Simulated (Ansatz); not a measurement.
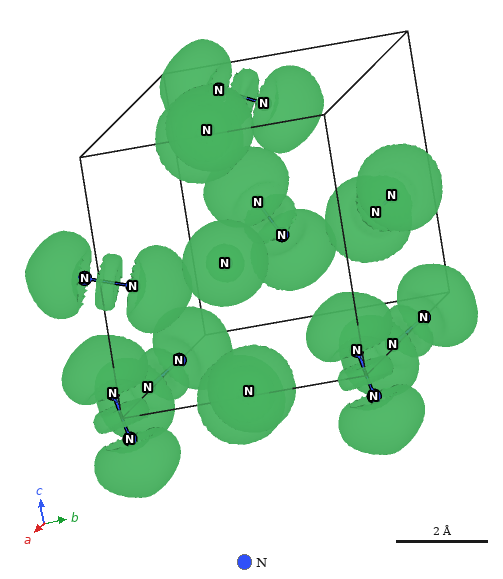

Figure 1: N (cell with a defect). Isosurface of the electron localisation function at 0.75 (green), seen slightly off an axis. Only the valence region is drawn (cores and ρ < 0.01 e/Å³ removed). Sticks mark near contacts.

Computed without spin polarisation.

Method: DFT PBE+D3(BJ), scalar-relativistic, plane waves, PAW in Ansatz 0.2.0.

Core electrons are frozen (PAW), and the valence fields are smoothed inside the atomic spheres.

Question: Describe the localisation domains.

Answer: The ELF exceeds this value in seven regions between bonded N–N atoms, 14 lobes on N, pointing away from the bonds (lone pairs) and one region wrapped around N (its valence shell), counted in one cell of 15 atoms. Regions shared between cells count once. Along the contacts the grid gives the following. N–N (1.10 Å): the ELF peaks at about 0.85 between the atoms.

Question: Does the calculation give a band gap?

Answer: It is gapless in this calculation (a metal or semimetal).
